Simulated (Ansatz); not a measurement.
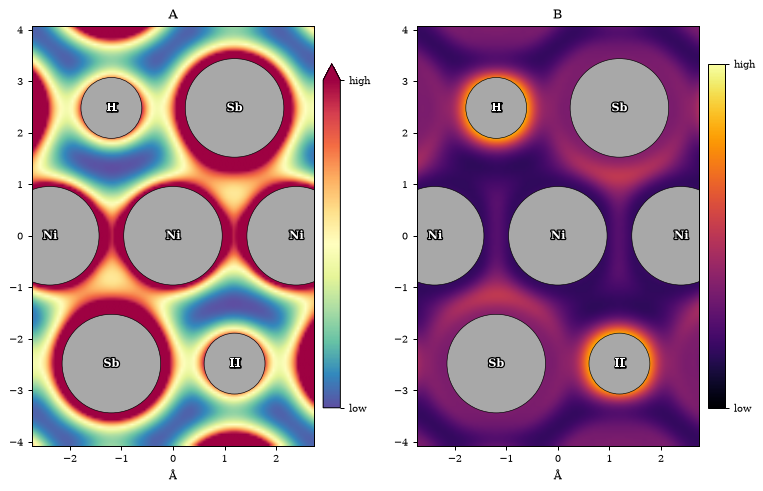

NiSbH: 2 fields on the (110) plane of the conventional cell, with unlabelled colour scales. Grey discs cover the atomic cores.

Space group P6₃/mmc; computed without spin polarisation.

All numbers below come from DFT PBE, scalar-relativistic, plane waves, PAW (Ansatz 0.2.0).

Question: The panels show electron localisation function and valence pseudo-density in some order. Assign them.

Answer: Panel A: valence pseudo-density. Panel B: electron localisation function. From the grid: Sb–H (2.39 Å): the density is about 0.31 e/Å³ at the midpoint; the ELF climbs to about 1 towards the hydrogen. Ni–Ni (2.39 Å): ρ is about 0.34 e/Å³ halfway; the ELF is about 0.25 at the midpoint (no shared electron pair shows on this line).
